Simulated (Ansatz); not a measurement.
MgO: several calculations on one system

Part 1: Vibrations

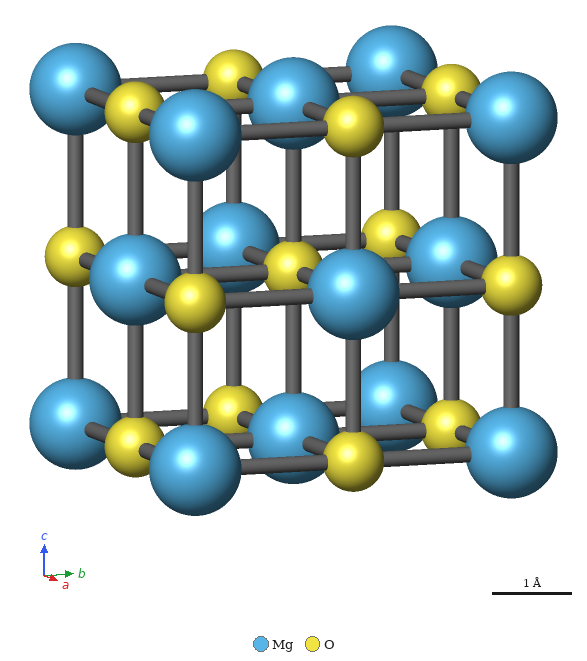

Phonons of crystalline MgO relaxed at −3 GPa, space group Fm-3m (No. 225), at the zone centre. A ball-and-stick model of the conventional cell (4 times the calculation's cell), seen slightly off an axis. Lengths and directions refer to the drawn axes.

All numbers below come from DFT PBE, scalar-relativistic, plane waves, PAW in Ansatz.

Input file:
```yaml
crystal:
  lattice:
    - [0.0, 2.1417990665, 2.1417990665]
    - [2.1417990665, 0.0, 2.1417990665]
    - [2.1417990665, 2.1417990665, 0.0]
  atoms:
    - { symbol: Mg, position: [0.0, 0.0, 0.0] }
    - { symbol: O, position: [0.5, 0.5, 0.5] }
basis:
  ecutwfc: 420
kpoints:
  mp_grid: { grid: [10, 10, 10] }
hamiltonian:
  xc: pbe
scf:
  occupations: { method: fixed }
output:
  eigenvalues: true
phonons:
  method: dfpt
  dielectric: true
  rigid_motions: translations
  eigenvectors: true
```

Command:
```bash
ansatz run input.yaml --threads 1 --pin off --max-ram 3072MiB --backend cpu --events-out ev --progress --plain --runs-dir out
```

Frequencies are those without the non-analytic (LO–TO) term.

Give the spectrum at this point.

The calculation's cell holds 2 atoms, so there are 3 optical modes, in 1 level. The optical modes span T₁u. No level is unstable.

```tsv
level	symmetry	frequency (cm⁻¹)	activity
1	T₁u	345	infrared-active
```

The modes drawn as arrows (one member of each degenerate set):

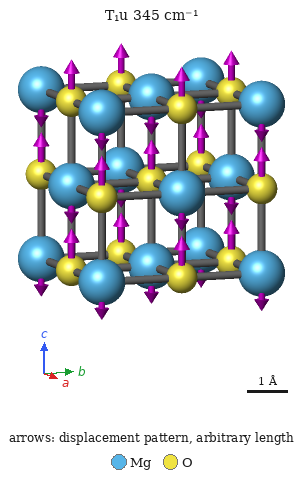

Part 2: Vibrations

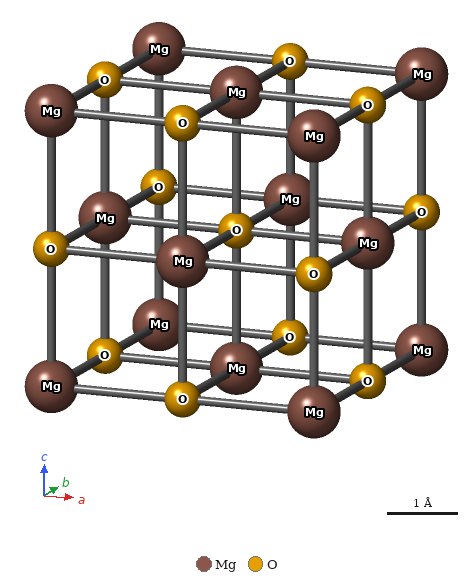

Normal modes of a crystal of MgO relaxed at 16 GPa, space group Fm-3m (No. 225), at the zone centre. Style: ball-and-stick. Shown: the conventional cell (4 times the calculation's cell), slightly off an axis. Lengths and directions refer to the drawn axes.

These are results of DFT PBEsol, scalar-relativistic, plane waves, PAW in Ansatz 0.2.0, not measurements.

Input
```yaml
crystal:
  lattice:
    - [0.0, 2.048076204, 2.048076204]
    - [2.048076204, 0.0, 2.048076204]
    - [2.048076204, 2.048076204, 0.0]
  atoms:
    - { symbol: Mg, position: [0.0, 0.0, 0.0] }
    - { symbol: O, position: [0.5, 0.5, 0.5] }
basis:
  ecutwfc: 420
kpoints:
  mp_grid: { grid: [10, 10, 10] }
hamiltonian:
  xc: pbesol
scf:
  occupations: { method: fixed }
output:
  eigenvalues: true
phonons:
  method: dfpt
  dielectric: true
  rigid_motions: translations
  eigenvectors: true
```

Launched with:
```bash
ansatz run input.yaml --threads 1 --pin off --max-ram 3072MiB --backend cpu --events-out ev --progress --plain --runs-dir out
```

Frequencies are those without the non-analytic (LO–TO) term.

### Which optical modes does it have, at what frequencies, and is it stable there?

The calculation's cell holds 2 atoms, so there are 3 optical modes, in 1 level. The optical modes span T₁u. No level is unstable.

```csv
level,symmetry,frequency (cm⁻¹),activity
1,T₁u,468,infrared-active
```

The modes drawn as arrows (one member of each degenerate set):

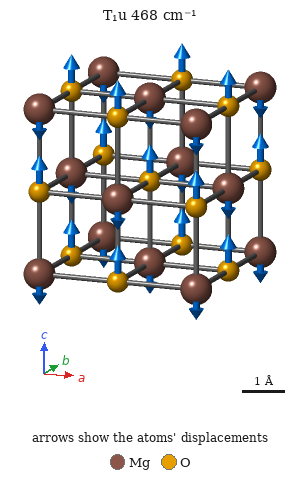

Part 3: One mode

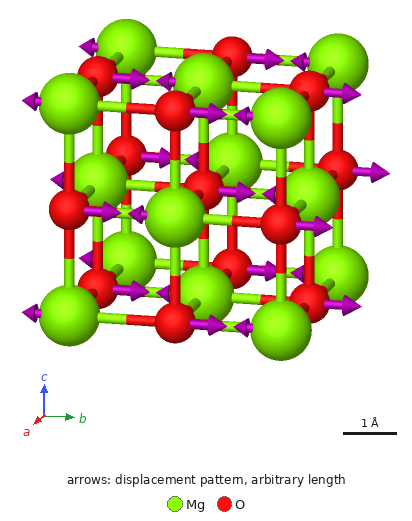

One vibrational mode of crystalline MgO relaxed at 9 GPa at the zone centre. The purple arrows give the relative displacements of the atoms. Style: ball-and-stick. Shown: the conventional cell (4 times the calculation's cell), slightly off an axis. Lengths and directions refer to the drawn axes.

Theory: DFT PBE, scalar-relativistic, plane waves, PAW (Ansatz).

The input:
```yaml
crystal:
  lattice:
    - [0.0, 2.0889564158, 2.0889564158]
    - [2.0889564158, 0.0, 2.0889564158]
    - [2.0889564158, 2.0889564158, 0.0]
  atoms:
    - { symbol: Mg, position: [0.0, 0.0, 0.0] }
    - { symbol: O, position: [0.5, 0.5, 0.5] }
basis:
  ecutwfc: 420
kpoints:
  mp_grid: { grid: [10, 10, 10] }
hamiltonian:
  xc: pbe
scf:
  occupations: { method: fixed }
output:
  eigenvalues: true
phonons:
  method: dfpt
  dielectric: true
  rigid_motions: translations
  eigenvectors: true
```

Run as
```bash
ansatz run input.yaml --threads 1 --pin off --max-ram 3072MiB --backend cpu --events-out ev --progress --plain --runs-dir out
```

Frequencies are those without the non-analytic (LO–TO) term.

What mode is this, and where does it lie in the spectrum?

Answer. This is the T₁u mode (triply degenerate; one member of the set is drawn) at 12.4 THz, the only optical level, infrared-active by symmetry. The O sublattice moves against the Mg sublattice, along b; it stretches the shortest Mg–O bonds (2.09 Å); the kinetic energy is shared as O 60 %, Mg 40 %. Its infrared intensity is 28 (D/Å)²/amu for the set. The value is the transverse one; the longitudinal partner lies at 718 cm⁻¹.
